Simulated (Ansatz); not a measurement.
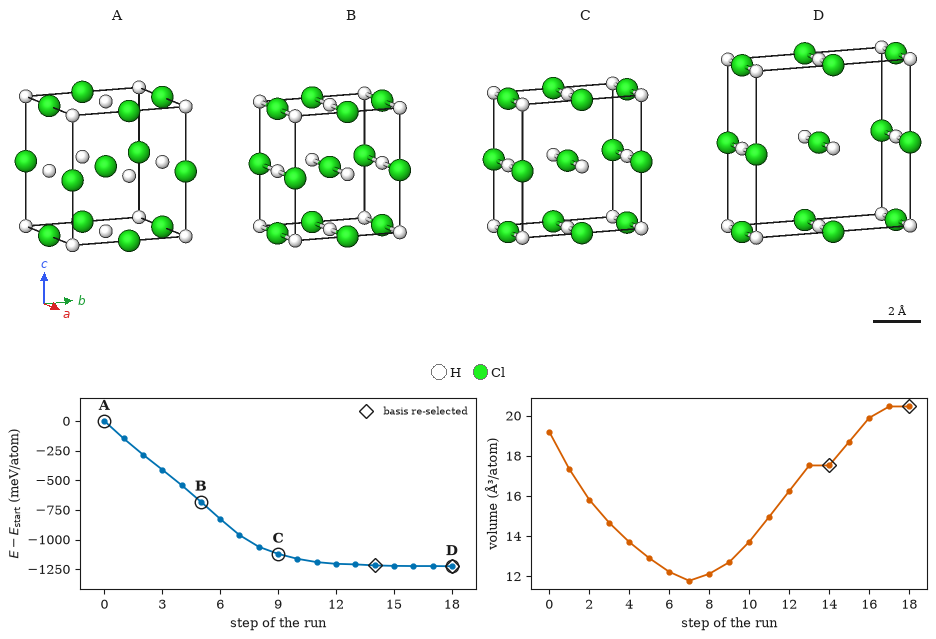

Frames of a relaxation of a crystal of HCl (set up in Fmmm) (coarse preliminary run), marked on the history of the run. Style: ball-and-stick. Shown: the conventional cell (4 times the calculation's cell), slightly off an axis. Lengths and directions refer to the drawn axes.

The calculation used Ansatz 0.2.0, DFT PBEsol, scalar-relativistic, plane waves, PAW. Set-up: plane-wave cutoff 420 eV; k-point mesh 6 × 6 × 6; occupations gaussian; smearing width 0.1 eV; no spin polarisation; cell and atoms relaxed; force threshold 0.05 eV/Å; at most 80 steps.

Question: Describe the path.

Answer: Over 16 accepted moves (18 points after the start) the energy falls by 1225 meV per atom. All forces vanish by symmetry, so only the cell relaxes. Pressure: −10.79 GPa at the start and 0.08 GPa at the end. The SCF was repeated twice at an unchanged geometry on a basis and grid sized afresh for the cell, which shifted the energy by 8.6 meV per atom at most. The atoms keep their places relative to the cell (all moves are under 0.005 Å). Cell: a 5.030 → 3.070 Å (−39.0 %), b 5.350 → 7.271 Å (+35.9 %), c 5.710 → 7.333 Å (+28.4 %). Volume +6.5 %. Some distances before and after: Cl–H 2.515 → 1.535 Å. New bonds form, among them: Cl–H (2.52 → 1.53 Å). The space group stays Fmmm (No. 69). From step 0 to 5: volume −32.8 %, energy −681 meV per atom. From step 5 to 9: volume −1.6 %, energy −440 meV per atom. From step 9 to 18: volume +61.1 %, energy −105 meV per atom.
